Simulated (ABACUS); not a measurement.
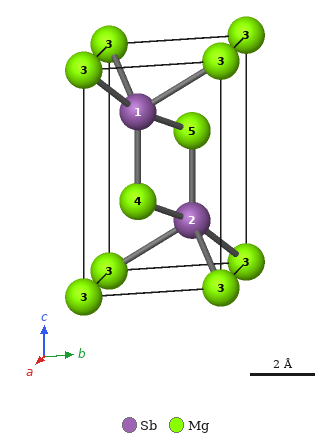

*The structure as given in the input (ball-and-stick view of the cell of the calculation, seen slightly off an axis; atoms are numbered from 1 in the order of the input). An atom can appear more than once, as a periodic image.*

Near neighbours in the periodic cell (some may lie outside the picture): Sb has 7 Mg at 2.82 to 3.15 Å; Mg has 6 Sb at 3.15 Å; Mg has 4 Sb at 2.82 to 2.86 Å.

**Band-structure run of Mg$_{3}$Sb$_{2}$ (part 1 of 2)**

The run: band-structure run of Mg$_{3}$Sb$_{2}$ (P-3m1, 5 atoms in the cell). Method and program: Kohn-Sham DFT of a periodic cell, PBEsol, PseudoDojo NC SR 0.4 PBEsol stringent, no spin polarisation (ABACUS 3.10.1).

The structure derives from an entry of the Crystallography Open Database. It belongs to a series of runs on one base structure; here: bands on the converged density.

Log:
```
ABACUS v3.10.1

               Atomic-orbital Based Ab-initio Computation at UStc

 ------------------------------------------------------------------------------------

 READING GENERAL INFORMATION
                           global_out_dir = OUT.Mg3Sb2/
                           global_in_card = INPUT
                               pseudo_dir = ./
                              orbital_dir =
                                    DSIZE = 4
                                    GSIZE = 1

 READING UNITCELL INFORMATION
                                    ntype = 2
                  lattice constant (Bohr) = 1.88973
              lattice constant (Angstrom) = 1

 READING ATOM TYPE 1
                               atom label = Sb
                      L=0, number of zeta = 1
                      L=1, number of zeta = 1
                      L=2, number of zeta = 1
             number of atom for this type = 2

 READING ATOM TYPE 2
                               atom label = Mg
                      L=0, number of zeta = 1
                      L=1, number of zeta = 1
                      L=2, number of zeta = 1
             number of atom for this type = 3

                        TOTAL ATOM NUMBER = 5
DIRECT COORDINATES
    atom                   x                   y                   z     mag                  vx                  vy                  vz
taud_Sb1            0.6666666667        0.3333333333        0.7650000000  0.0000        0.0000000000        0.0000000000        0.0000000000
taud_Sb2            0.3333333333        0.6666666667        0.2350000000  0.0000        0.0000000000        0.0000000000        0.0000000000
taud_Mg1            0.0000000000        0.0000000000        0.0000000000  0.0000        0.0000000000        0.0000000000        0.0000000000
taud_Mg2            0.6666666667        0.3333333333        0.3700000000  0.0000        0.0000000000        0.0000000000        0.0000000000
taud_Mg3            0.3333333333        0.6666666667        0.6300000000  0.0000        0.0000000000        0.0000000000        0.0000000000

                          Volume (Bohr^3) = 888.824
                             Volume (A^3) = 131.71

 Lattice vectors: (Cartesian coordinate: in unit of a_0)
               +4.582                  +0                  +0
               -2.291            +3.96813                  +0
                   +0                  +0              +7.244
 Reciprocal vectors: (Cartesian coordinate: in unit of 2 pi/a_0)
            +0.218245           +0.126004                  -0
                   -0           +0.252008                  -0
                   +0                  -0           +0.138045
 The esolver type has been set to : ksdft_pw

                PAO radial cut off (Bohr) = 7

 Read in pseudopotential file is Sb.upf
                     pseudopotential type = NC
          exchange-correlation functional = PBESOL
                 nonlocal core correction = 1
                        valence electrons = 23
                                     lmax = 2
                           number of zeta = 5
                     number of projectors = 6
                           L of projector = 0
                           L of projector = 0
                           L of projector = 1
                           L of projector = 1
                           L of projector = 2
                           L of projector = 2
                PAO radial cut off (Bohr) = 7

 Read in pseudopotential file is Mg.upf
                     pseudopotential type = NC
          exchange-correlation functional = PBESOL
                 nonlocal core correction = 0
                        valence electrons = 10
                                     lmax = 1
                           number of zeta = 3
                     number of projectors = 4
                           L of projector = 0
                           L of projector = 0
                           L of projector = 1
                           L of projector = 1
     initial pseudo atomic orbital number = 41

 SETUP THE ELECTRONS NUMBER
            electron number of element Sb = 23
      total electron number of element Sb = 46
            electron number of element Mg = 10
      total electron number of element Mg = 30
            AUTOSET number of electrons:  = 76
                           occupied bands = 38
                                   NBANDS = 52
                                   NLOCAL = 45

%%%%%%%%%%%%%%%%%%%%%%%%%%%%%%%%%%%%%%%%%%%%%%%%%%%%%%%%%%%%%%%%%%%%%%%%%%%%%%%%%%%%%%%%%%%%%%%%%%%%%%%%%%
 Warning: the number of valence electrons in pseudopotential > 5 for Sb: [Kr] 4d10 5s2 5p3
 Warning: the number of valence electrons in pseudopotential > 2 for Mg: [Ne] 3s2
 Pseudopotentials with additional electrons can yield (more) accurate outcomes, but may be less efficient.
 If you're confident that your chosen pseudopotential is appropriate, you can safely ignore this warning.
%%%%%%%%%%%%%%%%%%%%%%%%%%%%%%%%%%%%%%%%%%%%%%%%%%%%%%%%%%%%%%%%%%%%%%%%%%%%%%%%%%%%%%%%%%%%%%%%%%%%%%%%%%

 SETUP THE PLANE WAVE BASIS
 energy cutoff for charge/potential (unit:Ry) = 400
            fft grid for charge/potential = [ 60, 60, 90 ]
                        fft grid division = [ 1, 1, 1 ]
        big fft grid for charge/potential = [ 60, 60, 90 ]
                                     nbxx = 324000
                                     nrxx = 324000

 SETUP PLANE WAVES FOR CHARGE/POTENTIAL
                    number of plane waves = 120099
                         number of sticks = 2065

 PARALLEL PW FOR CHARGE/POTENTIAL
     PROC   COLUMNS(POT)             PW
        1           2065         120099
 --------------- sum -------------------
        1           2065         120099
                            number of |g| = 5100
                                  max |g| = 36.1806
                                  min |g| = 0

----------- Double Check Mixing Parameters Begin ------------
mixing_type: broyden
mixing_beta: 0.7
mixing_gg0: 1
mixing_gg0_min: 0.1
mixing_ndim: 8
----------- Double Check Mixing Parameters End ------------

 SETUP K-POINTS
                                    nspin = 1
                                   nkstot = 57
K-POINTS DIRECT COORDINATES
 KPOINTS    DIRECT_X    DIRECT_Y    DIRECT_Z  WEIGHT
       1  0.00000000  0.00000000  0.00000000  1.0000
       2  0.08333333  0.00000000  0.00000000  1.0000
       3  0.16666667  0.00000000  0.00000000  1.0000
       4  0.25000000  0.00000000  0.00000000  1.0000
       5  0.33333333  0.00000000  0.00000000  1.0000
       6  0.41666667  0.00000000  0.00000000  1.0000
       7  0.50000000  0.00000000  0.00000000  1.0000
       8  0.47222222  0.05555555  0.00000000  1.0000
       9  0.44444444  0.11111111  0.00000000  1.0000
      10  0.41666666  0.16666666  0.00000000  1.0000
      11  0.38888889  0.22222222  0.00000000  1.0000
      12  0.36111111  0.27777778  0.00000000  1.0000
      13  0.33333333  0.33333333  0.00000000  1.0000
      14  0.27777778  0.27777778  0.00000000  1.0000
      15  0.22222222  0.22222222  0.00000000  1.0000
      16  0.16666666  0.16666666  0.00000000  1.0000
      17  0.11111111  0.11111111  0.00000000  1.0000
      18  0.05555555  0.05555555  0.00000000  1.0000
      19  0.00000000  0.00000000  0.00000000  1.0000
      20  0.00000000  0.00000000  0.08333333  1.0000
      21  0.00000000  0.00000000  0.16666667  1.0000
      22  0.00000000  0.00000000  0.25000000  1.0000
      23  0.00000000  0.00000000  0.33333333  1.0000
      24  0.00000000  0.00000000  0.41666667  1.0000
      25  0.00000000  0.00000000  0.50000000  1.0000
      26  0.08333333  0.00000000  0.50000000  1.0000
      27  0.16666667  0.00000000  0.50000000  1.0000
      28  0.25000000  0.00000000  0.50000000  1.0000
      29  0.33333333  0.00000000  0.50000000  1.0000
      30  0.41666667  0.00000000  0.50000000  1.0000
[... 27 further k points ...]

           k-point number in this process = 15
       minimum distributed K point number = 14

[... K-POINTS CARTESIAN COORDINATES: 15 rows ...]

[... K-POINTS DIRECT COORDINATES: 15 rows ...]

 SETUP PLANE WAVES FOR WAVE FUNCTIONS
     energy cutoff for wavefunc (unit:Ry) = 100
              fft grid for wave functions = [ 60, 60, 90 ]
                    number of plane waves = 17235
                         number of sticks = 571

 PARALLEL PW FOR WAVE FUNCTIONS
     PROC   COLUMNS(POT)             PW
        1            571          17235
 --------------- sum -------------------
        1            571          17235

 SETUP NONLOCAL PSEUDOPOTENTIALS IN PLANE WAVE BASIS
 Sb non-local projectors:
 projector 1 L=0
 projector 2 L=0
 projector 3 L=1
 projector 4 L=1
 projector 5 L=2
 projector 6 L=2
 Mg non-local projectors:
 projector 1 L=0
 projector 2 L=0
 projector 3 L=1
 projector 4 L=1
      TOTAL NUMBER OF NONLOCAL PROJECTORS = 60

 Init Non-Local PseudoPotential table :
 Init Non-Local-Pseudopotential done.

                                     npwx = 15030

 Make real space PAO into reciprocal space.
       max mesh points in Pseudopotential = 701
     dq(describe PAO in reciprocal space) = 0.01
                                    max q = 1204

 number of pseudo atomic orbitals for Sb is 5
WARNING: norm of atomic wavefunction # 4 of atomic type Sb is 0.999934, renormalized
WARNING: norm of atomic wavefunction # 5 of atomic type Sb is 0.997069, renormalized

 number of pseudo atomic orbitals for Mg is 3
WARNING: norm of atomic wavefunction # 3 of atomic type Mg is 0.994389, renormalized

 -------------------------------------------
 NONSELF-CONSISTENT
 -------------------------------------------
                                 init_chg = file
 try to read charge from file
 Read in the charge density: OUT.Mg3Sb2//Mg3Sb2-CHARGE-DENSITY.restart

 PW ALGORITHM --------------- ION=   1  ELEC=   1--------------------------------

 k(1/57) Iter steps (avg)=14 threshold=1e-07

 k(2/57) Iter steps (avg)=13 threshold=1e-07
 k(3/57) Iter steps (avg)=12 threshold=1e-07
 k(4/57) Iter steps (avg)=12 threshold=1e-07
 k(5/57) Iter steps (avg)=13 threshold=1e-07
 k(6/57) Iter steps (avg)=14 threshold=1e-07
 k(7/57) Iter steps (avg)=16 threshold=1e-07
 k(8/57) Iter steps (avg)=15 threshold=1e-07
 k(9/57) Iter steps (avg)=14 threshold=1e-07
 k(10/57) Iter steps (avg)=12 threshold=1e-07
 k(11/57) Iter steps (avg)=11 threshold=1e-07
 k(12/57) Iter steps (avg)=12 threshold=1e-07
 k(13/57) Iter steps (avg)=14 threshold=1e-07
 k(14/57) Iter steps (avg)=13 threshold=1e-07
 k(15/57) Iter steps (avg)=14 threshold=1e-07
[... levels at 15 k points of this process ...]

 Density error is 0.00000000000
                          Error Threshold = 1.00000000000e-07
----------------------------------------------------------
     Energy           Rydberg                 eV
----------------------------------------------------------
 E_KohnSham     -1366.9182102738     -18597.8763596855
 E_KS(sigma->0) -1366.9181100484     -18597.8749960488
 E_Harris       -1366.9182102738     -18597.8763596855
 E_band         -218.9006126612      -2978.2956278839
 E_one_elec     -1051.2199003122     -14302.5804952386
 E_Hartree      501.3397190055       6821.0768121937
 E_xc           -184.5908393266      -2511.4872134437
 E_Ewald        -632.4469891896      -8604.8827359235
 E_entropy(-TS) -0.0002004508        -0.0027272733
 E_descf        0.0000000000         0.0000000000
 E_exx          0.0000000000         0.0000000000
 E_Fermi        0.5982212195         8.1392172498
----------------------------------------------------------

 charge density convergence is achieved
 final etot is -18597.876360 eV
 EFERMI = 8.1392172498 eV

 STATE ENERGY(eV) AND OCCUPATIONS    NSPIN == 1
 1/15 kpoint (Cartesian) = 0.0000 0.0000 0.0000 (15013 pws)
       1       -135.190      0.0350877
       2       -135.190      0.0350877
       3       -88.2109      0.0350877
       4       -88.2109      0.0350877
       5       -88.2044      0.0350877
       6       -88.2044      0.0350877
       7       -88.2044      0.0350877
       8       -88.2044      0.0350877
       9       -68.6701      0.0350877
      10       -67.8622      0.0350877
      11       -67.8610      0.0350877
      12       -35.6029      0.0350877
      13       -35.5972      0.0350877
      14       -35.5972      0.0350877
      15       -34.8262      0.0350877
      16       -34.8262      0.0350877
      17       -34.8226      0.0350877
      18       -34.8205      0.0350877
      19       -34.8205      0.0350877
      20       -34.8169      0.0350877
      21       -20.0855      0.0350877
      22       -20.0855      0.0350877
      23       -20.0851      0.0350877
      24       -20.0851      0.0350877
      25       -20.0812      0.0350877
      26       -20.0812      0.0350877
      27       -20.0660      0.0350877
      28       -20.0660      0.0350877
      29       -20.0639      0.0350877
      30       -20.0639      0.0350877
      31       -2.22393      0.0350877
      32       -1.01525      0.0350877
      33        3.17513      0.0350877
      34        6.98124      0.0350877
      35        6.98124      0.0350877
      36        7.69577      0.0350828
      37        7.69577      0.0350828
      38        8.00889      0.0326765
      39        9.11049    1.28472e-10
      40        9.31249    2.26062e-12
      41        11.1528    2.34258e-28
      42        11.1528    2.34258e-28
      43        12.0826    1.96596e-36
      44        12.1868    2.44298e-37
      45        12.1868    2.44298e-37
      46        13.1345    1.43570e-45
      47        13.1815    5.60008e-46
      48        13.1815    5.60008e-46
      49        13.5528    3.33962e-49
      50        13.5528    3.33961e-49
      51        13.8689    5.99032e-52
      52        14.6809    5.30303e-59
```
